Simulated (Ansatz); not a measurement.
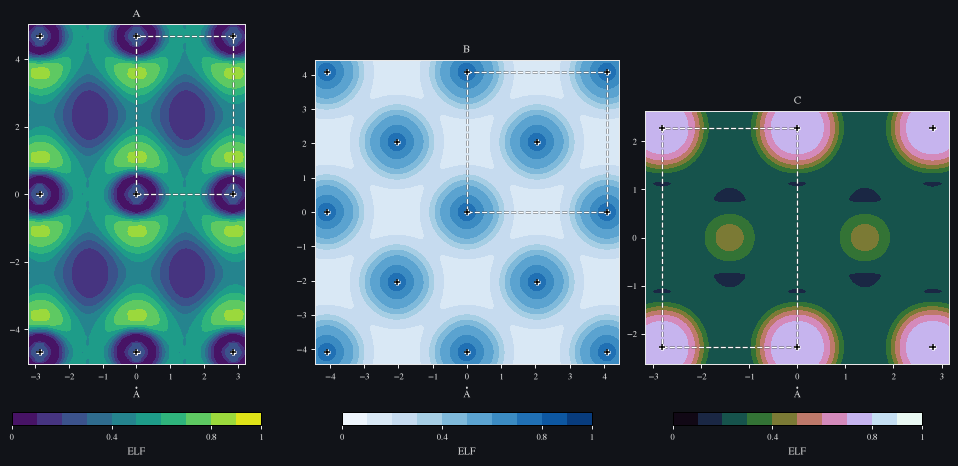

The electron localisation function of 3 systems, each on a plane through atoms (crosses mark nuclei in the plane).

Theory: DFT PBEsol, scalar-relativistic, plane waves, PAW in Ansatz 0.2.0.

System 1: TiAl, the (001) plane of the conventional cell. Space group Pm; a structure from a database of computed crystals, not necessarily the ambient phase; changed on purpose from its base cell (atom 1 (Ti) moved by (-0.200, -0.200) A along x and y); not relaxed (largest force 0.7 eV/Å); computed pressure about −2 GPa in this cell; computed without spin polarisation.

```yaml
crystal:
  lattice:
    - [1.43363, -2.48312, 0.00000]
    - [0.00000, 0.00000, 4.67808]
    - [-2.86726, 0.00000, 0.00000]
  atoms:
    - { symbol: Ti, position: [0.08054, 0.00000, 0.11002] }
    - { symbol: Al, position: [0.33333, 0.50000, 0.66667] }
```

System 2: Au, the (010) plane of the conventional cell. Space group Fm-3m; computed without spin polarisation.

System 3: Rh, the (100) plane of the conventional cell. Space group P6₃/mmc; a structure from a database of computed crystals, not necessarily the ambient phase; changed on purpose from its base cell (strain +0.030 along x and y, +0.030 along z, atoms carried along); computed pressure about −29 GPa in this cell; computed without spin polarisation.

Which map belongs to which system?

Answer. Panel A is system 1, TiAl: the plane holds Al. Al–Al (2.87 Å): the ELF is about 0.50 at the midpoint. Panel B is system 2, Au: the plane holds Au. Au–Au (2.89 Å): the ELF is about 0.20 at the midpoint: no localised pair shows between them. Panel C is system 3, Rh: the plane holds Rh. Rh–Rh (2.81 Å): the ELF is about 0.25 at the midpoint; no localised pair shows between them.
